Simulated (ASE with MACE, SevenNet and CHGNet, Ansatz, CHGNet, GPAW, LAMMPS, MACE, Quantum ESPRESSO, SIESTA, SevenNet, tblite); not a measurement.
# 47In2O3-53ZnO (mol %) with crystalline order left by the classical run (65 atoms) in machine-learned potentials

Wanted: machine-learned potentials inputs and outputs for 47In2O3-53ZnO (mol %) with crystalline order left by the classical run (65 atoms), checked against a plane-wave reference.

Method: the method is named at each step, in ASE with MACE, SevenNet and CHGNet.

## Step 1: Starting point

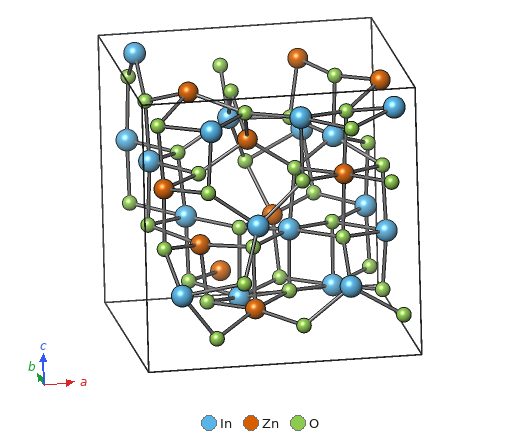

Start, viewed slightly off an axis; indium blue, zinc orange, oxygen green.

The cell holds 65 atoms: 18 In, 10 Zn and 37 O. Cell: a = 9.427 Å, b = 9.427 Å, c = 9.427 Å, α = 90.0°, β = 90.0°, γ = 90.0°. 65 atoms (18 Sc, 10 Zn, 37 O) placed at random at 4.13 g/cm³, melted at 5000 K for 10 ps at fixed volume with the Morse and Coulomb pair potential with partial charges (Pedone, Malavasi, Menziani, Cormack and Segre, J. Phys. Chem. B 110, 11780 (2006)). Quenched from 5000 K to 300 K at 30 K/ps and fixed volume, held 10 ps at zero pressure, then minimised at fixed cell. Then Sc was replaced by In and the cell scaled by 1.027 (the potential has no terms for the new elements, so the cell is a start for a DFT relaxation).

The yardstick, on the same geometry:

```
method                 : Kohn-Sham DFT, PBE, SSSP efficiency 1.3.0 pseudopotentials, plane waves (Quantum ESPRESSO 7.5); sssp-pbe-1.3.0-efficiency, cutoffs 60/480 Ry, Γ point
r.m.s. force component : 0.31 eV/Å
longest force          : 0.9104 eV/Å
pressure               : 2.61 GPa
time                   : 3.4 min on 4 MPI ranks of Arm Neoverse V1, shared host
CPU time               : 14 min
```

## Step 2: MACE MP-0b2 small potential

Method: machine-learned interatomic potential MACE MP-0b2 small, trained on PBE(+U) plane-wave data.

The input, run.py:

```python
import numpy as np
from ase.io import read
import mlip  # loads the published weights by name

atoms = read("structure.xyz")
atoms.calc = mlip.calc("mace-mp-0b2-small")
energy = atoms.get_potential_energy()
forces = atoms.get_forces()
print(f"energy {energy:.6f} eV")
print("forces (eV/A)")
for i, (a, f) in enumerate(zip(atoms, forces)):
    print(f"{i:4d} {a.symbol:2s} {f[0]:10.5f} {f[1]:10.5f} {f[2]:10.5f}")
stress = -atoms.get_stress(voigt=False) * 160.21766
print("stress (GPa, compression positive)")
for row in stress:
    print(" ".join(f"{x:10.4f}" for x in row))
```

The input, structure.xyz:

```xyz
65
Lattice="9.42721 0.00000 0.00000 0.00000 9.42721 0.00000 0.00000 0.00000 9.42721" Properties=species:S:1:pos:R:3 pbc="T T T"
In 6.90468 9.22207 5.72458
In 1.39400 1.10421 2.31174
In 8.95943 4.21019 3.30801
In 7.24161 1.26391 2.22133
In 7.45975 5.79651 6.33848
In 1.10261 5.80085 5.86306
In 2.56354 1.28483 7.98824
In 5.71063 1.61611 8.18942
In 4.08971 1.21272 4.57484
In 4.11243 5.99976 0.81310
In 8.77013 7.48181 3.34279
In 4.15410 7.69072 6.70727
In 0.92830 7.39706 9.26525
In 2.57495 7.56213 3.35637
In 8.88656 1.26381 8.43650
In 0.84213 9.05597 5.77294
In 5.65076 4.44813 3.51805
In 7.31514 5.77794 1.08715
Zn 4.17361 2.86681 1.21356
Zn 3.99883 9.33086 0.88474
Zn 6.59339 7.69930 8.63382
Zn 2.24377 4.15759 8.65729
Zn 5.58732 7.74172 3.17320
Zn 1.11439 2.79027 5.66754
Zn 2.54186 4.25045 3.22882
Zn 8.87930 4.21707 8.62778
Zn 7.34069 2.82741 5.78237
Zn 4.28014 4.41165 6.78448
O 5.61409 4.53232 1.32914
O 9.01288 1.10374 1.14475
O 7.47361 2.84485 7.98211
O 2.38678 1.13588 5.86109
O 4.83870 8.64909 4.87688
O 0.94828 9.11621 7.98937
O 0.99071 5.70327 8.01822
O 7.57637 5.87287 8.43688
O 3.38889 0.09719 2.87181
O 7.35549 5.86863 3.29613
O 8.90645 4.37206 5.57733
O 2.60144 1.41229 0.64492
O 3.99525 2.92206 8.12767
O 1.01201 5.89785 3.59148
O 1.07942 2.79027 3.54670
O 8.79257 4.29136 1.21932
O 7.21813 8.97932 3.51088
O 5.59769 1.34413 0.92867
O 8.88015 7.31872 5.59137
O 2.55157 4.31106 5.71600
O 4.15891 2.95524 3.37532
O 8.69754 1.04972 5.86372
O 2.61690 7.52584 1.08488
O 0.94781 2.71956 7.92282
O 5.71251 1.55540 5.97515
O 0.85995 8.89863 3.59544
O 7.21314 0.06740 8.10250
O 4.20001 6.16464 3.21996
[... 5 atom lines left out ...]
O 4.16089 9.29768 8.12230
O 2.34106 7.49520 5.64718
O 8.83198 7.31401 1.23968
O 6.22809 7.42176 6.65203
```

Command:

```bash
> OMP_NUM_THREADS=1 python run.py > output.txt
```

The log of the run:

```text
energy -335.351805 eV
forces (eV/A)
   0 In    0.42293   -0.11080    0.08040
   1 In   -0.24685    0.04332   -0.33352
   2 In   -0.11267    0.07154   -0.69277
   3 In    0.17108    0.18323   -0.20855
   4 In   -0.14011    0.11550   -0.11798
   5 In    0.43769    0.11928    0.15479
   6 In    0.14782   -0.50389   -0.07382
   7 In    0.15165   -0.00832    0.12670
   8 In    0.13720   -0.01617    0.02571
   9 In    0.07436    0.06527   -0.09971
  10 In    0.16331   -0.15407   -0.28725
  11 In   -0.57148   -0.20907    0.22585
  12 In   -0.20658   -0.18127    0.26405
  13 In    0.04290   -0.43217   -0.03190
  14 In   -0.30307   -0.42188    0.02286
  15 In   -0.24082   -0.06893    0.23154
  16 In    0.04421    0.20116   -0.09983
  17 In    0.16234   -0.46137    0.10967
  18 Zn    0.13631   -0.00242   -0.04116
  19 Zn    0.07000   -0.34746    0.00216
  20 Zn    0.27865    0.40518    0.28120
  21 Zn   -0.19079    0.47652    0.35908
  22 Zn   -0.02351   -0.13112   -0.03468
  23 Zn    0.27568    0.02618    0.05460
[...]
57 O     0.07083    0.80488   -0.10059
  58 O    -0.10181   -0.25102    0.51706
  59 O    -0.14332   -0.72137   -0.07647
  60 O    -0.27860   -0.51911    0.43038
  61 O     0.37091    0.07803    0.48323
  62 O     0.28947    0.28649   -0.24060
  63 O     0.02175    0.39509   -0.33908
  64 O     0.03177    0.34953    0.25253
stress (GPa, compression positive)
    5.7550    -0.1057     0.2345
   -0.1057     3.8642     0.0003
    0.2345     0.0003     0.9005
```

Elapsed: 8.9 s, on 1 thread of Arm Neoverse V1, shared host; peak memory 0.67 GiB.

Banners, paths, timers and routine set-up lines are dropped from the logs unmarked, and long logs keep their key lines alone; longer cuts are marked.

Against the reference:

- r.m.s. force component: 0.296 eV/Å
- r.m.s. difference of force components: 68.43 meV/Å
- longest difference of force vectors: 267.3 meV/Å
- force difference over r.m.s. force: 22.07 %
- slope of forces against the reference's: 0.9313
- correlation of force components: 0.9756
- pressure: 3.507 GPa
- pressure difference: 0.8963 GPa

Length of the force difference by element (eV/Å):

```tsv
element	atoms	mean	most
In	18	0.10	0.19
O	37	0.11	0.25
Zn	10	0.11	0.27
```

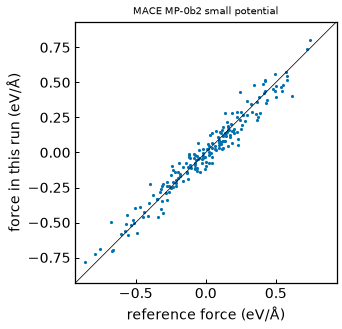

Force components against those of the reference; the line marks equality.

The surroundings of In4, which has 4 bonded neighbours where the commonest count for In is 6, nearest first, numbered as they follow in the input and with coordinates relative to it.

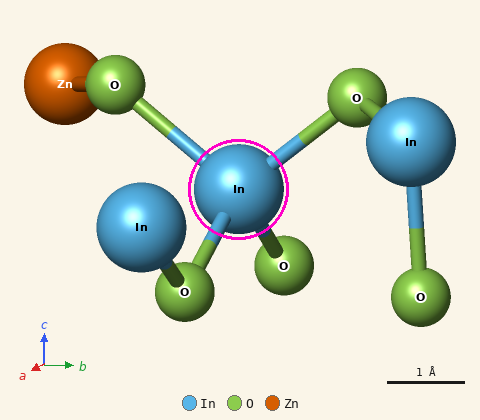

The atoms of the table, within 3.6 Å (arrows a, b, c point along x, y, z); some may hide others; the central atom is ringed.

```tsv
atom	x	y	z	distance (Å)	bonds	Fx	Fy	Fz (eV/Å)
In4	0.00	0.00	0.00	0.00	4	0.17	0.18	-0.21
O30	1.77	-0.16	-1.08	2.08	3	-0.04	-0.05	0.27
O46	-1.64	0.08	-1.29	2.09	4	-0.58	0.03	0.12
O59	0.02	1.64	1.31	2.10	4	-0.10	-0.25	0.52
O45	-0.02	-1.71	1.29	2.14	4	-0.45	-0.08	-0.09
Zn23	-1.65	-2.95	0.95	3.51	4	-0.02	-0.13	-0.03
O44	1.55	3.03	-1.00	3.55	3	0.15	-0.26	-0.56
In3	1.72	2.95	1.09	3.58	6	-0.11	0.07	-0.69
In2	3.58	-0.16	0.09	3.58	5	-0.25	0.04	-0.33
```

Atoms are counted from 1 here, from 0 in the log.

Forces lie 22 % from the reference's, at 0.010 times its CPU time (on 1 against 4 cores).

## Step 3: SevenNet 0 potential

Method: machine-learned interatomic potential SevenNet 0, trained on PBE(+U) plane-wave data.

run.py, as its differences from that of step 2:

```diff
@@ -5,3 +5,3 @@
 atoms = read("structure.xyz")
-atoms.calc = mlip.calc("mace-mp-0b2-small")
+atoms.calc = mlip.calc("7net-0")
 energy = atoms.get_potential_energy()
```

structure.xyz is that of step 2.

The log of the run:

```text
energy -335.646301 eV
forces (eV/A)
   0 In    0.43591   -0.04385    0.18543
   1 In   -0.27172    0.03591   -0.28482
   2 In   -0.17524    0.13445   -0.76897
   3 In    0.18573    0.17547   -0.26176
   4 In   -0.17849    0.10534   -0.07122
   5 In    0.49673    0.10463    0.13476
   6 In    0.24041   -0.48198   -0.07724
   7 In    0.23153   -0.12975    0.04791
   8 In    0.11361   -0.01027    0.14615
   9 In    0.12529    0.07421   -0.23503
  10 In    0.13273   -0.17667   -0.32182
  11 In   -0.54285   -0.21049    0.28097
  12 In   -0.16759   -0.18200    0.27824
  13 In    0.09308   -0.28801   -0.00816
  14 In   -0.43312   -0.41669   -0.02378
  15 In   -0.24535    0.03778    0.23497
  16 In    0.04897    0.18104   -0.13274
  17 In    0.21487   -0.45618    0.16665
  18 Zn    0.06739    0.09888   -0.06893
  19 Zn    0.04459   -0.38419   -0.02436
  20 Zn    0.21181    0.50836    0.21065
  21 Zn   -0.15786    0.49178    0.32053
  22 Zn   -0.01682   -0.08122    0.00799
  23 Zn    0.29762    0.02178    0.11340
[...]
57 O     0.05941    0.79247   -0.01375
  58 O    -0.15148   -0.21072    0.58403
  59 O    -0.19875   -0.74941   -0.03063
  60 O    -0.28627   -0.51699    0.26726
  61 O     0.25799    0.13766    0.52366
  62 O     0.17342    0.29682   -0.32828
  63 O     0.03314    0.40258   -0.27571
  64 O     0.17053    0.29283    0.12263
stress (GPa, compression positive)
    5.6401    -0.0497     0.2620
   -0.0497     3.6431    -0.0409
    0.2620    -0.0409     0.5685
```

Run time: 9.6 s. Hardware: 1 thread; peak memory 0.83 GiB.

Numbers from this run, and their distance from the reference:

```yaml
r_m_s_force_component: 0.3045 eV/Å
r_m_s_difference_of_force_components: 57.36 meV/Å
longest_difference_of_force_vectors: 258.7 meV/Å
force_difference_over_r_m_s_force: 18.5 %
slope_of_forces_against_the_reference_s: 0.9653
correlation_of_force_components: 0.9827
pressure: 3.284 GPa
pressure_difference: 0.6736 GPa
```

Against the first run (22 %), the force difference from the reference is 19 %, at 1.1 times the CPU time.

## Step 4: CHGNet r2SCAN potential

Method: machine-learned interatomic potential CHGNet r2SCAN, trained on r2SCAN plane-wave data.

run.py, as its differences from that of step 3:

```diff
@@ -5,3 +5,3 @@
 atoms = read("structure.xyz")
-atoms.calc = mlip.calc("7net-0")
+atoms.calc = mlip.calc("chgnet-r2scan")
 energy = atoms.get_potential_energy()
```

structure.xyz is that of step 3.

The log of the run:

```text
CHGNet vr2scan initialized with 412,525 parameters
CHGNet will run on cpu
energy -825.347473 eV
forces (eV/A)
   0 In    0.15515   -0.05609    0.15602
   1 In   -0.16633    0.02741   -0.20909
   2 In   -0.21393    0.16834   -0.49781
   3 In    0.19935    0.17538   -0.11304
   4 In   -0.06042    0.21039   -0.04099
   5 In    0.27766    0.15437   -0.01487
   6 In    0.12544   -0.41285   -0.04559
   7 In    0.19256   -0.18692   -0.03261
   8 In    0.09323   -0.06016    0.02591
   9 In    0.05392   -0.00123    0.00403
  10 In    0.12157   -0.19821   -0.13296
  11 In   -0.27369   -0.14205    0.19535
  12 In   -0.11550   -0.08711    0.22674
  13 In    0.01415   -0.17773   -0.00745
  14 In   -0.31923   -0.30767   -0.05284
  15 In   -0.14878   -0.05783    0.14294
  16 In    0.11323    0.07672   -0.21932
  17 In    0.15718   -0.31161    0.24647
  18 Zn    0.01366    0.11236    0.06178
  19 Zn   -0.10912   -0.07853   -0.01255
  20 Zn    0.24080    0.27730    0.08275
  21 Zn   -0.10130    0.15365    0.37240
  22 Zn   -0.01345   -0.17798    0.06196
  23 Zn    0.34541    0.09041    0.05418
[...]
57 O     0.09360    0.52697   -0.11911
  58 O    -0.05548   -0.22102    0.42091
  59 O     0.03246   -0.56913   -0.15197
  60 O    -0.19537   -0.40820    0.32086
  61 O     0.14863    0.13998    0.42332
  62 O     0.18719    0.27401   -0.21405
  63 O     0.06255    0.23147   -0.22650
  64 O     0.08649    0.19372    0.28211
stress (GPa, compression positive)
   -0.6673    -0.0653     0.2276
   -0.0653    -1.8330    -0.0704
    0.2276    -0.0704    -4.2452
```

Elapsed: 4.4 s, on 1 thread; peak memory 0.93 GiB.

Numbers from this run, and their distance from the reference:

* r.m.s. force component: 0.2393 eV/Å
* r.m.s. difference of force components: 110.9 meV/Å
* longest difference of force vectors: 351.4 meV/Å
* force difference over r.m.s. force: 35.76 %
* slope of forces against the reference's: 0.7339
* correlation of force components: 0.9509
* pressure: -2.248 GPa
* pressure difference: -4.859 GPa

Against the first run (22 %), the force difference from the reference is 36 %, at 0.52 times the CPU time; this potential was trained at another functional than the reference's, which explains only part of so large a difference.

## Step 5: All runs compared

Differences are against the plane-wave reference, forces as r.m.s. over components; share is that over the reference's r.m.s. force, slope the least-squares factor from reference forces to these. Total energies of different programs have different zeros and aren't compared.

```tsv
run	Δ force, r.m.s. (meV/Å)	share (%)	slope	Δ pressure (GPa)	cores	CPU time	memory (GiB)
reference	-	-	-	-	4	14 min	2.6
MACE MP-0b2 small potential	68.4	22.1	0.931	0.896	1	8.3 s	0.67
SevenNet 0 potential	57.4	18.5	0.965	0.674	1	9.4 s	0.83
CHGNet r2SCAN potential	111	35.8	0.734	-4.86	1	4.3 s	0.93
```

Times of the machine-learned potentials are mostly Python's start and the loading of weights.

CPU time is summed over cores on a shared host, where runs went side by side, so it is rough. Symmetry, cutoffs, thresholds, outputs and thread counts weren't matched or tuned between programs; memory under MPI is the largest rank's times the ranks.

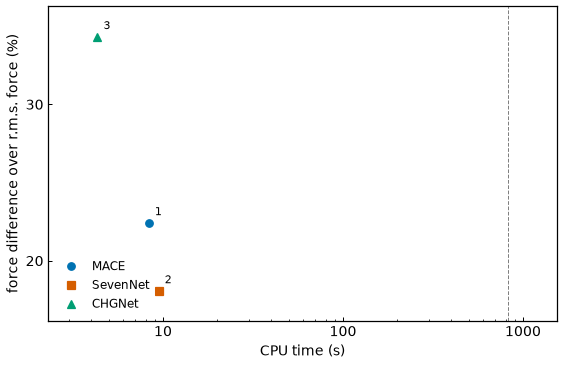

Force difference against CPU time; the dashed line marks the reference's time. Points: 1 MACE MP-0b2 small potential; 2 SevenNet 0 potential; 3 CHGNet r2SCAN potential.

## Step 6: Summary of results

```yaml
nearest_in_forces: SevenNet 0 potential, 19 %
its_cpu_time: 9.4 s
```

**Reading.** Machine-learned potentials differ by 19 % (SevenNet 0 potential) to 36 % (CHGNet r2SCAN potential); they were trained on other programs' data, some at another functional. The reference's pressure holds the uncorrected Pulay stress of its 60 Ry basis, so small pressure differences, and their order, may be the reference's own error. Machine-learned potentials mimic data converged in k, so the reference's own k-point error enters their differences. The quench rate of 30 K/ps is many orders above laboratory rates, so the cell is likely richer in defects and strain than a real sample. The network of bonds at the start is that of the classical potential that made the cell, and needn't be the one that DFT or experiment would give. The reference's stress is far from hydrostatic: its diagonal is 5.5, 3.4, -1.0 GPa, compression counted positive. The reference's pressure of 2.6 GPa belongs to a cell and atoms that aren't relaxed at this level. The electronic-structure runs sample only Γ, in a cell whose shortest periodic width is 9 Å.

[Also dropped from logs without a mark: logging warnings of Python, and SIESTA's first energy breakdown and zero terms.]

[Logs are printed without paths, hosts, clocks, repeated set-up lines and the standing remarks that a program may print on its own settings, such as how far it seeks lower states.]

[Hosts, paths, dates, database ids (printed as entryN), source tags and the programs' standing remarks are cut or masked in the printed files.]
